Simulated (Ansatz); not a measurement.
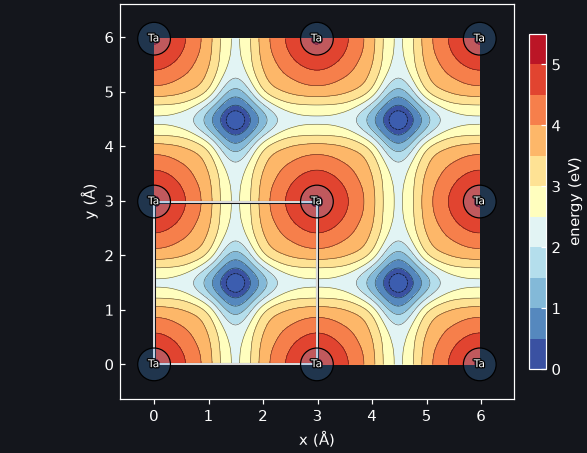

Energy landscape of N on a Ta(100) slab cut from the Fm-3m phase, its upper half relaxed before the scan (3 atoms of substrate and one adsorbate in a 1 × 1 cell). N is moved over the surface cell; relaxed at each place: the height of the adsorbate's atoms; substrate rigid; the origin of the map has the adsorbate above Ta3. Places are given modulo a cell vector. The map is drawn in real space over the plane of the surface. The grid has 6 × 6 points; 10 points were computed and 26 follow by symmetry. Energies are in eV, from the lowest grid point. With one adsorbate in each 1 × 1 cell, its nearest image is 3.0 Å away, so neighbouring adsorbates interact. All numbers below come from Ansatz 0.2.0, DFT PBE, scalar-relativistic, plane waves, PAW. Settings: cutoff 420 eV, k-mesh 9×9×1, gaussian smearing 0.1 eV, no spin polarisation.

In the figure: filled contours, labelled circles for the atoms of the top layer and small ones for the second layer, the outline of one cell of the 2 × 2 shown. Between grid points the surface is interpolated. 

> Describe this landscape.

The lowest grid point is at a fourfold hollow over a second-layer Ta atom, (3/6, 3/6) of the cell vectors. The highest grid point, the top site over a surface Ta atom, (0/6, 0/6) of the cell vectors, lies 5.02 eV above the lowest. On the interpolated surface the easiest way out of the lowest well to its copy in the next cell or period passes a barrier of about 2.4 eV. At the lowest point the adsorbate has 4 Ta at 2.14 Å as nearest neighbours, at the highest 1 Ta at 1.77 Å. Its relaxed height above the top atom is 0.37 Å at the lowest and 1.77 Å at the highest point.

Time for the 10 points that were run: 10 min on 1 thread of Arm Neoverse V1, with other jobs on the host.

PAW datasets: the set soft_1.
